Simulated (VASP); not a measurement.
# BaTiO3: the band gap up a ladder of functionals, part 2 of 6

Wanted: bands and gap of BaTiO3 from one functional after another. Left out of this account: 1 further run (bands with TB-mBJ + SOC: it diverged and was aborted). The start is a cell from a database of measured crystal structures.

VASP 6.6.1, plane waves and PAW; the level of theory is named at each step.

So far, least gap on mesh and path (eV): step 2 (bands, level LDA, k 4×4×4) 1.69.

### Step 3. Bands with PBEsol, k 4×4×4

This step: PBEsol; plane waves and PAW (Ba_sv, Ti_sv, O) (VASP 6.6.1).

PBEsol restores the gradient expansion of exchange and is tuned for the cells of solids.

INCAR reads:

```
SYSTEM = BaTiO3
PREC = Accurate
ENCUT = 520
EDIFF = 1E-06
NELM = 100
ISMEAR = 0
SIGMA = 0.02
LREAL = .FALSE.
ALGO = Normal
GGA = PS
NBANDS = 35
LASPH = .TRUE.
LORBIT = 11
LWAVE = .FALSE.
LCHARG = .FALSE.
KPAR = 8
```

POSCAR reads:

```
BaTiO3
1.0
    3.9904800000      0.0000000000      0.0000000000
    0.0000000000      3.9904800000      0.0000000000
    0.0000000000      0.0000000000      4.0230300000
Ba Ti O
1 1 3
Direct
    0.0000000000      0.0000000000      0.0000000000
    0.5000000000      0.5000000000      0.5220000000
    0.5000000000      0.5000000000      0.9790000000
    0.5000000000      0.0000000000      0.4880000000
    0.0000000000      0.5000000000      0.4880000000
```

KPOINTS reads:

```
Automatic mesh
0
Gamma
4 4 4
0 0 0
```

KPOINTS_OPT reads:

```
Line mode
16
Line-mode
Reciprocal
  0.00000000   0.00000000   0.00000000 GAMMA
  0.00000000   0.50000000   0.00000000 X

  0.00000000   0.50000000   0.00000000 X
  0.50000000   0.50000000   0.00000000 M

  0.50000000   0.50000000   0.00000000 M
  0.00000000   0.00000000   0.00000000 GAMMA

  0.00000000   0.00000000   0.00000000 GAMMA
  0.00000000   0.00000000   0.50000000 Z

  0.00000000   0.00000000   0.50000000 Z
  0.00000000   0.50000000   0.50000000 R

  0.00000000   0.50000000   0.50000000 R
  0.50000000   0.50000000   0.50000000 A

  0.50000000   0.50000000   0.50000000 A
  0.00000000   0.00000000   0.50000000 Z

  0.00000000   0.50000000   0.00000000 X
  0.00000000   0.50000000   0.50000000 R

  0.50000000   0.50000000   0.00000000 M
  0.50000000   0.50000000   0.50000000 A
```

PAW data sets: Ba_sv, Ti_sv and O (PBE family, release 64).

The run is started by

```
> mpirun -np 8 vasp_std
```

Numbers of over 12 decimals in the logs are rounded to 6 here.

What it wrote:

```text
[banner, memory and clock lines left out]
running    8 mpi-ranks, on    1 nodes
 distrk:  each k-point on    1 cores,    8 groups
 distr:  one band on    1 cores,    1 groups

 POSCAR found type information on POSCAR BaTiO
 POSCAR found :  3 types and       5 ions
 [... a notice as in an earlier step ...]

 [... a notice as in an earlier step ...]

 LDA part: xc-table for (Slater+PW92), standard interpolation
 POSCAR, INCAR and KPOINTS ok, starting setup
 FFT: planning ... GRIDC
 FFT: planning ... GRID_SOFT
 FFT: planning ... GRID
 WAVECAR not read
 entering main loop
       N       E                     dE             d eps       ncg     rms          rms(c)
DAV:   1     0.394078515283E+03    0.39408E+03   -0.19725E+04  1260   0.123E+03
DAV:   2    -0.116155466537E+02   -0.40569E+03   -0.37685E+03  1360   0.353E+02
DAV:   3    -0.502897247121E+02   -0.38674E+02   -0.38091E+02  1794   0.108E+02
DAV:   4    -0.520544574437E+02   -0.17647E+01   -0.17578E+01  1796   0.189E+01
DAV:   5    -0.520940961051E+02   -0.39639E-01   -0.39625E-01  1623   0.256E+00    0.232E+01
DAV:   6    -0.425733985717E+02    0.95207E+01   -0.27836E+01  1595   0.526E+01    0.101E+01
DAV:   7    -0.421645314984E+02    0.40887E+00   -0.57704E+00  1466   0.179E+01    0.714E+00
DAV:   8    -0.419963217070E+02    0.16821E+00   -0.83027E-01  1499   0.806E+00    0.244E+00
DAV:   9    -0.420389484330E+02   -0.42627E-01   -0.17090E-01  1666   0.248E+00    0.206E+00
DAV:  10    -0.419931114087E+02    0.45837E-01   -0.24644E-01  1372   0.445E+00    0.514E-01
DAV:  11    -0.419878252872E+02    0.52861E-02   -0.19908E-02  1453   0.132E+00    0.139E-01
DAV:  12    -0.419878263217E+02   -0.10345E-05   -0.67563E-04  1582   0.178E-01    0.454E-02
DAV:  13    -0.419878589580E+02   -0.32636E-04   -0.86603E-05  1512   0.679E-02    0.143E-02
DAV:  14    -0.419878554925E+02    0.34655E-05   -0.21952E-05  1590   0.396E-02    0.133E-02
DAV:  15    -0.419878565514E+02   -0.10588E-05   -0.70297E-06  1480   0.234E-02    0.101E-02
DAV:  16    -0.419878549431E+02    0.16082E-05   -0.30428E-06  1195   0.158E-02    0.156E-03
DAV:  17    -0.419878549570E+02   -0.13816E-07   -0.20175E-07   728   0.289E-03
   1 F= -.41987855E+02 E0= -.41987855E+02  d E =-.232048E-32
 Start KPOINTS_OPT (optional k-point list driver)
k-point batch [1-18\144]
       N       E                     dE             ncg
DAV:   1     0.441294533460E+03   -0.88982E+04     1260
DAV:   2    -0.644514682754E+04   -0.68864E+04     1380
DAV:   3    -0.714585779416E+04   -0.70071E+03     1753
DAV:   4    -0.717076680765E+04   -0.24909E+02     1760
DAV:   5    -0.717129288449E+04   -0.52608E+00     1517
DAV:   6    -0.717130215055E+04   -0.92661E-02     1577
DAV:   7    -0.717130245333E+04   -0.30278E-03     1535
DAV:   8    -0.717130246478E+04   -0.11452E-04     1420
DAV:   9    -0.717130246522E+04   -0.44381E-06     1167
[...]
k-point batch [127-144\144]
       N       E                     dE             ncg
DAV:   1     0.484130260298E+03   -0.24811E+05     1260
DAV:   2    -0.656330911801E+04   -0.70474E+04     1364
DAV:   3    -0.731959737417E+04   -0.75629E+03     1907
DAV:   4    -0.734999177239E+04   -0.30394E+02     1683
DAV:   5    -0.735074496650E+04   -0.75319E+00     1653
DAV:   6    -0.735076007535E+04   -0.15109E-01     1603
DAV:   7    -0.735076056766E+04   -0.49231E-03     1655
DAV:   8    -0.735076058932E+04   -0.21657E-04     1309
DAV:   9    -0.735076059030E+04   -0.98198E-06     1145
```

The job ended after 16 s (8 MPI ranks of Intel Xeon 6975P-C (Granite Rapids), shared host; peak memory 1.8 GiB; 2.1 min of CPU time).

From OUTCAR (step 3):

```text
The static configuration has the point symmetry C_4v.

 Found     18 irreducible k-points:

   NELECT =      40.0000    total number of electrons

 E-fermi :   3.9423

 k-point     1 :       0.0000    0.0000    0.0000
  band No.  band energies     occupation
    ...
     16       2.3565      2.00000
     17       2.5833      2.00000
     18       3.3242      2.00000
     19       3.3957      2.00000
     20       3.3957      2.00000
     21       5.5224      0.00000
     22       5.9044      0.00000
     23       5.9044      0.00000
     24       7.8481      0.00000
     25       8.0451      0.00000
    ...

 k-point     2 :       0.2500    0.0000    0.0000
  band No.  band energies     occupation
    ...
     16       2.0135      2.00000
     17       2.2175      2.00000
     18       2.4812      2.00000
     19       2.9469      2.00000
     20       3.0951      2.00000
     21       5.9619      0.00000
     22       6.5112      0.00000
     23       6.5512      0.00000
     24       7.9901      0.00000
     25       9.0349      0.00000
    ...

  Total       -0.5176681     -0.5176681      0.4828664      0.0000000      0.0000000      0.0000000
  in kB      -12.9466803    -12.9466803     12.0763029      0.0000000      0.0000000      0.0000000
  external PRESSURE =      -4.6056859 kB  Pullay stress =       0.0000000 kB

 POSITION                                       TOTAL-FORCE (eV/Angst)
 -----------------------------------------------------------------------------------
      0.00000      0.00000      0.00000         0.000000     -0.000000      0.143626
      1.99524      1.99524      2.10002         0.000000      0.000000     -0.133941
      1.99524      1.99524      3.93855         0.000000      0.000000     -0.027505
      1.99524      0.00000      1.96324         0.000000     -0.000000      0.008910
      0.00000      1.99524      1.96324        -0.000000     -0.000000      0.008910
 -----------------------------------------------------------------------------------
    total drift:                                0.000000      0.000000      0.000221

  FREE ENERGIE OF THE ION-ELECTRON SYSTEM (eV)
  ---------------------------------------------------
  free  energy   TOTEN  =       -41.9878549570 eV

  energy  without entropy=      -41.9878549570  energy(sigma->0) =      -41.98785496

 total charge
# of ion       s       p       d       tot
------------------------------------------
    1        2.003   5.634   0.338   7.975
    2        2.220   6.282   1.762  10.264
    3        1.564   3.453   0.000   5.017
    4        1.558   3.449   0.000   5.007
    5        1.558   3.449   0.000   5.007
--------------------------------------------------
tot          8.903  22.267   2.100  33.270

[... 8 parts as in an earlier step ...]

[... 5 further parts left out ...]
```

The PAW data sets were made with PBE, which is usual practice but a small mismatch for other functionals.

Numbers from this step:

| Quantity | Value |
| --- | --- |
| SCF cycles | 17 |
| free energy (TOTEN) | -41.99 eV |
| Fermi energy | 3.942 eV |
| pressure | -0.4606 GPa |
| least gap on mesh and path | 1.743 eV |
| least direct gap on mesh and path | 2.127 eV |

The electronic bands at the labelled points (eV, zero at the valence-band top; v1 is the highest filled band, c1 the lowest empty one):

```csv
point,v4,v3,v2,v1,c1,c2,c3,c4
Γ,-1.20,-0.46,-0.38,-0.38,1.74,2.13,2.13,4.07
X,-1.88,-1.72,-1.15,-0.98,2.26,3.52,3.59,4.19
M,-1.85,-1.10,-1.10,-0.09,3.61,3.61,3.95,4.71
Γ,-1.20,-0.46,-0.38,-0.38,1.74,2.13,2.13,4.07
Z,-2.05,-2.01,-0.73,-0.73,1.91,3.63,3.63,4.07
R,-1.77,-0.95,-0.92,-0.26,3.55,3.64,3.95,4.90
A,-2.47,-0.17,-0.17,0.00,4.20,4.21,4.21,6.33
Z,-2.05,-2.01,-0.73,-0.73,1.91,3.63,3.63,4.07
jump to X,-1.88,-1.72,-1.15,-0.98,2.26,3.52,3.59,4.19
R,-1.77,-0.95,-0.92,-0.26,3.55,3.64,3.95,4.90
jump to M,-1.85,-1.10,-1.10,-0.09,3.61,3.61,3.95,4.71
A,-2.47,-0.17,-0.17,0.00,4.20,4.21,4.21,6.33
```

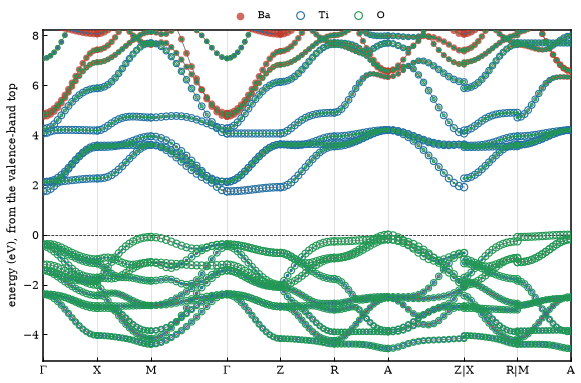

Electronic bands along the path; dots are coloured as in the legend, and their area grows with the weight.

Force by atom:

```csv
atom,x (eV/Å),y (eV/Å),z (eV/Å),size
Ba1,0.000,0.000,0.144,0.144
Ti2,0.000,0.000,-0.134,0.134
O3,0.000,0.000,-0.028,0.028
O4,0.000,0.000,0.009,0.009
O5,0.000,0.000,0.009,0.009
```

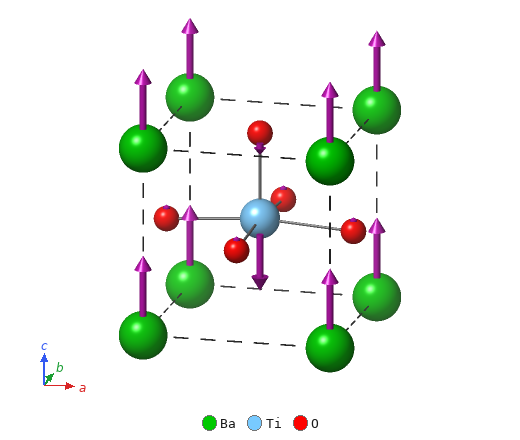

Force as arrows, the longest 0.144 eV/Å. Some periodic images of atoms are drawn too.

The gap is 1.74 eV, indirect, from A to Γ. Against LDA that is +0.05 eV; the cost is about the same.

### Step 4. Bands with PBE, k 4×4×4

This step: PBE; plane waves and PAW (Ba_sv, Ti_sv, O) (VASP 6.6.1).

PBE, the usual starting point, adds the gradient of the density.

INCAR: that of step 3 with these lines changed.

```diff
@@ -9,3 +9,3 @@
 ALGO = Normal
-GGA = PS
+GGA = PE
 NBANDS = 35
```

POSCAR is that of step 3.

KPOINTS is that of step 3.

KPOINTS_OPT is that of step 3.

The run is started by

```
> mpirun -np 8 vasp_std
```

What it wrote:

```text
[banner, memory and clock lines left out]
running    8 mpi-ranks, on    1 nodes
[...]
[... a notice as in an earlier step ...]

 LDA part: xc-table for (Slater+PW92), standard interpolation
 POSCAR, INCAR and KPOINTS ok, starting setup
[...]
entering main loop
       N       E                     dE             d eps       ncg     rms          rms(c)
DAV:   1     0.398161819222E+03    0.39816E+03   -0.19785E+04  1260   0.123E+03
DAV:   2    -0.100633641537E+02   -0.40823E+03   -0.37898E+03  1365   0.354E+02
DAV:   3    -0.489024956441E+02   -0.38839E+02   -0.38286E+02  1786   0.108E+02
DAV:   4    -0.506931020263E+02   -0.17906E+01   -0.17836E+01  1791   0.189E+01
[...]
DAV:  15    -0.399711122943E+02    0.20384E-05   -0.27870E-05  1665   0.461E-02    0.130E-02
DAV:  16    -0.399711104159E+02    0.18784E-05   -0.44669E-06  1485   0.186E-02    0.103E-03
DAV:  17    -0.399711105245E+02   -0.10861E-06   -0.23511E-07   779   0.356E-03
   1 F= -.39971111E+02 E0= -.39971111E+02  d E =-.666717E-57
 Start KPOINTS_OPT (optional k-point list driver)
k-point batch [1-18\144]
       N       E                     dE             ncg
DAV:   1     0.539851378448E+03   -0.87997E+04     1260
DAV:   2    -0.637145546941E+04   -0.69113E+04     1372
DAV:   3    -0.707774693558E+04   -0.70629E+03     1756
DAV:   4    -0.710322659002E+04   -0.25480E+02     1760
DAV:   5    -0.710376578623E+04   -0.53920E+00     1525
DAV:   6    -0.710377517193E+04   -0.93857E-02     1569
DAV:   7    -0.710377547618E+04   -0.30425E-03     1535
DAV:   8    -0.710377548771E+04   -0.11527E-04     1407
DAV:   9    -0.710377548817E+04   -0.45705E-06     1167
[...]
k-point batch [127-144\144]
       N       E                     dE             ncg
DAV:   1     0.580204701899E+03   -0.24715E+05     1260
DAV:   2    -0.649211445441E+04   -0.70723E+04     1372
DAV:   3    -0.725079712104E+04   -0.75868E+03     1894
DAV:   4    -0.728147055184E+04   -0.30673E+02     1683
[...]
DAV:   8    -0.728229120620E+04   -0.22270E-04     1314
DAV:   9    -0.728229120722E+04   -0.10201E-05     1147
DAV:  10    -0.728229120728E+04   -0.65696E-07      904
```

Elapsed: 16 s, on 8 MPI ranks; peak memory 1.8 GiB.

Parts of OUTCAR (step 4):

```text
  Total        1.9958055      1.9958055      2.9820349      0.0000000      0.0000000      0.0000000
  in kB       49.9143315     49.9143315     74.5795489      0.0000000      0.0000000      0.0000000
  external PRESSURE =      58.1360706 kB  Pullay stress =       0.0000000 kB

 POSITION                                       TOTAL-FORCE (eV/Angst)
 -----------------------------------------------------------------------------------
      0.00000      0.00000      0.00000        -0.000000     -0.000000      0.136137
      1.99524      1.99524      2.10002         0.000000      0.000000     -0.182953
      1.99524      1.99524      3.93855         0.000000     -0.000000      0.052572
      1.99524      0.00000      1.96324         0.000000     -0.000000     -0.002878
      0.00000      1.99524      1.96324        -0.000000      0.000000     -0.002878
 -----------------------------------------------------------------------------------
    total drift:                                0.000000      0.000000      0.000119

  FREE ENERGIE OF THE ION-ELECTRON SYSTEM (eV)
  ---------------------------------------------------
  free  energy   TOTEN  =       -39.9711105245 eV

  energy  without entropy=      -39.9711105245  energy(sigma->0) =      -39.97111052

[... 2 parts as in an earlier step ...]

[... 1 further part left out ...]
[key lines of the parts left out:]
E-fermi :   4.1458
```

At this level the cell is under a pressure of 5.8 GPa, so at these settings it is away from equilibrium.

The electronic bands at the labelled points (eV, zero at the valence-band top; v1 is the highest filled band, c1 the lowest empty one):

```csv
point,v4,v3,v2,v1,c1,c2,c3,c4
Γ,-1.18,-0.46,-0.38,-0.38,1.79,2.16,2.16,4.04
X,-1.85,-1.69,-1.14,-0.98,2.29,3.51,3.58,4.16
M,-1.83,-1.10,-1.10,-0.09,3.60,3.60,3.95,4.70
Γ,-1.18,-0.46,-0.38,-0.38,1.79,2.16,2.16,4.04
Z,-2.00,-1.97,-0.72,-0.72,1.95,3.63,3.63,4.03
R,-1.75,-0.94,-0.91,-0.26,3.54,3.64,3.95,4.88
A,-2.45,-0.18,-0.18,0.00,4.19,4.20,4.20,6.41
Z,-2.00,-1.97,-0.72,-0.72,1.95,3.63,3.63,4.03
jump to X,-1.85,-1.69,-1.14,-0.98,2.29,3.51,3.58,4.16
R,-1.75,-0.94,-0.91,-0.26,3.54,3.64,3.95,4.88
jump to M,-1.83,-1.10,-1.10,-0.09,3.60,3.60,3.95,4.70
A,-2.45,-0.18,-0.18,0.00,4.19,4.20,4.20,6.41
```

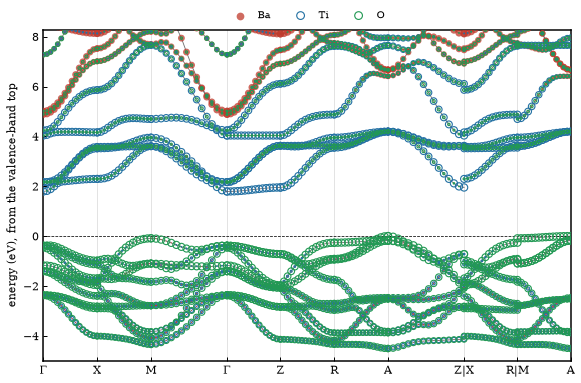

Electronic bands along the path; dots are coloured as in the legend, and their area grows with the weight.

The gap is 1.79 eV, indirect, from A to Γ. Against LDA that is +0.10 eV; the cost is about the same.

### Step 5. Bands with r2SCAN, k 4×4×4

This step: r2SCAN; plane waves and PAW (Ba_sv, Ti_sv, O) (VASP 6.6.1).

r2SCAN adds the kinetic-energy density, costs more than a GGA and is run with LASPH.

INCAR: that of step 4 with these lines changed.

```diff
@@ -9,5 +9,5 @@
 ALGO = Normal
-GGA = PE
+METAGGA = R2SCAN
+LASPH = .TRUE.
 NBANDS = 35
-LASPH = .TRUE.
 LORBIT = 11
```

POSCAR is that of step 4.

KPOINTS is that of step 4.

KPOINTS_OPT is that of step 4.

The run is started by

```
> mpirun -np 8 vasp_std
```

What it wrote:

```text
[banner, memory and clock lines left out]
running    8 mpi-ranks, on    1 nodes
[...]
[... a notice as in an earlier step ...]

 [... a notice as in an earlier step ...]

 LDA part: xc-table for (None), standard interpolation
 POSCAR, INCAR and KPOINTS ok, starting setup
[...]
entering main loop
       N       E                     dE             d eps       ncg     rms          rms(c)
DAV:   1     0.365982957099E+03    0.36598E+03   -0.20211E+04  1260   0.126E+03
DAV:   2    -0.545951676579E+02   -0.42058E+03   -0.39092E+03  1360   0.364E+02
DAV:   3    -0.950240898388E+02   -0.40429E+02   -0.39832E+02  1850   0.111E+02
DAV:   4    -0.969985422112E+02   -0.19745E+01   -0.19648E+01  1826   0.198E+01
[...]
DAV:  14    -0.742375899193E+02    0.41792E-05   -0.45339E-05  1530   0.480E-02    0.127E-02
DAV:  15    -0.742375873571E+02    0.25623E-05   -0.69662E-06  1566   0.154E-02    0.672E-03
DAV:  16    -0.742375880045E+02   -0.64745E-06   -0.79067E-07   937   0.698E-03
   1 F= -.74237588E+02 E0= -.74237588E+02  d E =-.512444E-15
 Start KPOINTS_OPT (optional k-point list driver)
k-point batch [1-18\144]
       N       E                     dE             ncg
DAV:   1     0.255158784924E+03   -0.90844E+04     1260
DAV:   2    -0.693910518701E+04   -0.71943E+04     1383
DAV:   3    -0.766661115811E+04   -0.72751E+03     1740
DAV:   4    -0.769570194993E+04   -0.29091E+02     1760
DAV:   5    -0.769638247692E+04   -0.68053E+00     1520
DAV:   6    -0.769639589968E+04   -0.13423E-01     1588
DAV:   7    -0.769639636053E+04   -0.46084E-03     1544
DAV:   8    -0.769639637876E+04   -0.18230E-04     1412
DAV:   9    -0.769639637953E+04   -0.76761E-06     1224
[...]
k-point batch [127-144\144]
       N       E                     dE             ncg
DAV:   1     0.293593109723E+03   -0.25002E+05     1260
DAV:   2    -0.706335974577E+04   -0.73570E+04     1380
DAV:   3    -0.784507913166E+04   -0.78172E+03     1913
DAV:   4    -0.787707192724E+04   -0.31993E+02     1667
[...]
DAV:   8    -0.787794657452E+04   -0.20330E-04     1216
DAV:   9    -0.787794657555E+04   -0.10310E-05     1195
DAV:  10    -0.787794657562E+04   -0.68363E-07      945
```

Elapsed: 51 s, on 8 MPI ranks; peak memory 1.8 GiB.

Parts of OUTCAR (step 5):

```text
  Total        0.7967816      0.7967816      1.8058557      0.0000000     -0.0000000      0.0000000
  in kB       19.9272033     19.9272033     45.1637582      0.0000000     -0.0000000      0.0000000
  external PRESSURE =      28.3393883 kB  Pullay stress =       0.0000000 kB

 POSITION                                       TOTAL-FORCE (eV/Angst)
 -----------------------------------------------------------------------------------
      0.00000      0.00000      0.00000        -0.000000     -0.000000      0.141285
      1.99524      1.99524      2.10002         0.000000      0.000000     -0.235185
      1.99524      1.99524      3.93855         0.000000      0.000000      0.021358
      1.99524      0.00000      1.96324         0.000000     -0.000000      0.036271
      0.00000      1.99524      1.96324        -0.000000     -0.000000      0.036271
 -----------------------------------------------------------------------------------
    total drift:                                0.000000      0.000000      0.008233

  FREE ENERGIE OF THE ION-ELECTRON SYSTEM (eV)
  ---------------------------------------------------
  free  energy   TOTEN  =       -74.2375880045 eV

  energy  without entropy=      -74.2375880045  energy(sigma->0) =      -74.23758800

[... 2 parts as in an earlier step ...]

[... 1 further part left out ...]
[key lines of the parts left out:]
E-fermi :   3.7265
```

At this level the cell is under a pressure of 2.8 GPa, so at these settings it is away from equilibrium.

The electronic bands at the labelled points (eV, zero at the valence-band top; v1 is the highest filled band, c1 the lowest empty one):

```csv
point,v4,v3,v2,v1,c1,c2,c3,c4
Γ,-1.21,-0.48,-0.39,-0.39,2.19,2.54,2.54,4.32
X,-1.85,-1.69,-1.17,-1.02,2.67,3.89,3.95,4.45
M,-1.91,-1.12,-1.12,-0.09,3.97,3.97,4.36,5.05
Γ,-1.21,-0.48,-0.39,-0.39,2.19,2.54,2.54,4.32
Z,-2.01,-1.97,-0.75,-0.75,2.34,4.00,4.00,4.32
R,-1.81,-0.96,-0.93,-0.27,3.92,4.01,4.35,5.22
A,-2.47,-0.18,-0.18,0.00,4.58,4.59,4.59,7.04
Z,-2.01,-1.97,-0.75,-0.75,2.34,4.00,4.00,4.32
jump to X,-1.85,-1.69,-1.17,-1.02,2.67,3.89,3.95,4.45
R,-1.81,-0.96,-0.93,-0.27,3.92,4.01,4.35,5.22
jump to M,-1.91,-1.12,-1.12,-0.09,3.97,3.97,4.36,5.05
A,-2.47,-0.18,-0.18,0.00,4.58,4.59,4.59,7.04
```

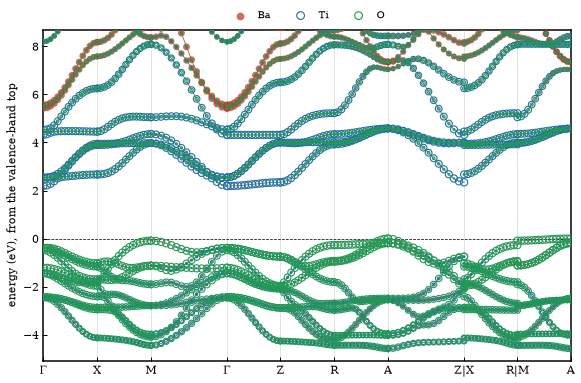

Electronic bands along the path; dots are coloured as in the legend, and their area grows with the weight.

The gap is 2.19 eV, indirect, from A to Γ. Against LDA that is +0.49 eV; this run took 3.4 times the core time.

(Part 2 of 6 ends here.)

[Lines on the potential files, build, host, timing and source positions are cut from VASP's logs without a mark.]

[Logs are printed without paths, hosts, clocks, repeated set-up lines and the standing remarks that a program may print on its own settings, such as how far it seeks lower states.]

[Hosts, paths, dates, database ids (printed as entryN), source tags and the programs' standing remarks are cut or masked in the printed files.]

[A measured line is paired with the nearest computed mode of its activity, which favours agreement.]
